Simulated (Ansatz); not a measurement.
System: TiAl.

Input

```
crystal:
  lattice:
    - [-2.7951585984, 0.0, 0.0]
    - [0.0, -2.7951585984, 0.0]
    - [0.0, 0.0, 12.8662214262]
  atoms:
    - { symbol: Ti, position: [1.0, 1.0, 0.7062808706] }
    - { symbol: Ti, position: [1.0, 1.0, 0.0784756523] }
    - { symbol: Ti, position: [1.0, 1.0, 0.3923782614] }
    - { symbol: Al, position: [0.5, 0.5, 0.8632321751] }
    - { symbol: Al, position: [0.5, 0.5, 0.2354269569] }
    - { symbol: Al, position: [0.5, 0.5, 0.549329566] }
basis:
  ecutwfc: 420
kpoints:
  mp_grid: { grid: [21, 21, 5] }
hamiltonian:
  xc: pbesol
scf:
  occupations: { method: gaussian, width: 0.15 }
output:
  forces: true
  stress: true
  eigenvalues: true
  write_density: true
  write_potential: true
  elf: true
  volumetric_format: npy
```

Launched as:

```sh
ansatz run input.yaml --threads 2 --pin off --max-ram 5120MiB --backend cpu --events-out ev --progress --plain --runs-dir out
```

Below, planes, directions and counts refer to the conventional cell (a = 2.80 Å, b = 2.80 Å, c = 12.87 Å, α = 90.00°, β = 90.00°, γ = 90.00°).

Space group P4mm; not relaxed (largest force 1.0 eV/Å); computed pressure about −4 GPa in this cell; computed without spin polarisation.

Theory: DFT PBEsol, scalar-relativistic, plane waves, PAW (Ansatz 0.2.0).

What will maps of the valence pseudo-density and electron localisation function show?

Ti–Al (2.83 Å): ρ is about 0.21 e/Å³ halfway; the ELF is about 0.35 at the midpoint.

Metal or insulator at this level of theory?

It is gapless in this calculation (a metal or semimetal).

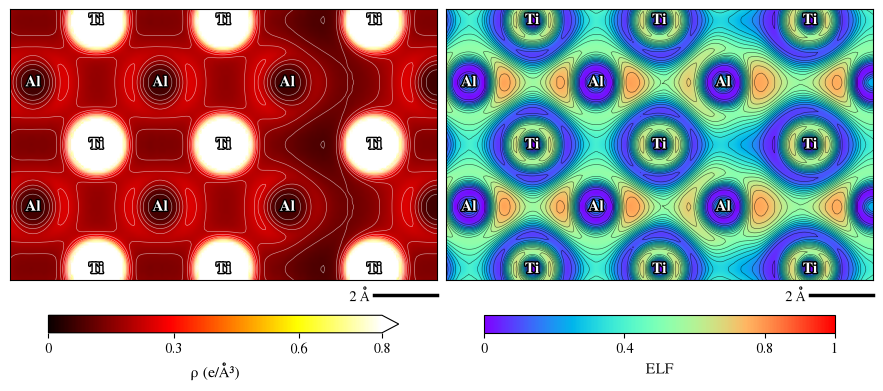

Computed valence pseudo-density and electron localisation function on the (11̄0) plane of the conventional cell, in this order. 

The density is the valence pseudo-density of a PAW calculation; it isn't the true density close to the nuclei.
